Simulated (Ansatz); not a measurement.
The compound is GaN (space group P6_3/mmc, No. 194), taken as the input geometry of an electronic-structure calculation (not necessarily at equilibrium); the starting structure was generated, so it need not be a known form of this composition.

```
Ga N
1.0
     2.96720    0.00000    0.00000
    -1.48360    2.56967    0.00000
     0.00000    0.00000    5.03293
Ga N
2 2
Cartesian
  0.0000 0.0000 2.5165
  0.0000 0.0000 0.0000
  0.0000 1.7131 3.7747
  1.4836 0.8566 1.2582
```

Describe the stacking along c, with columns A (0, 0), B (1/3, 2/3), C (2/3, 1/3) of the hexagonal mesh.

Ga(A) – N(C) – Ga(A) – N(B) (four layers in 5.03 Å).

N layers alone: CB, the hexagonal close-packed type.

Ga: two octahedral sites (per hexagonal cell).

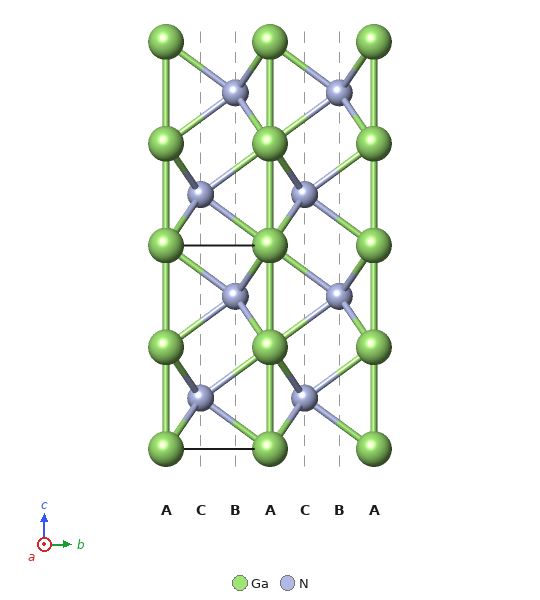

The picture looks along a close-packed row of the hexagonal mesh; c points upwards. The dashed lines mark the three columns A (0, 0), B (1/3, 2/3) and C (2/3, 1/3). The sequence starts with the first layer at or above the cell's origin.
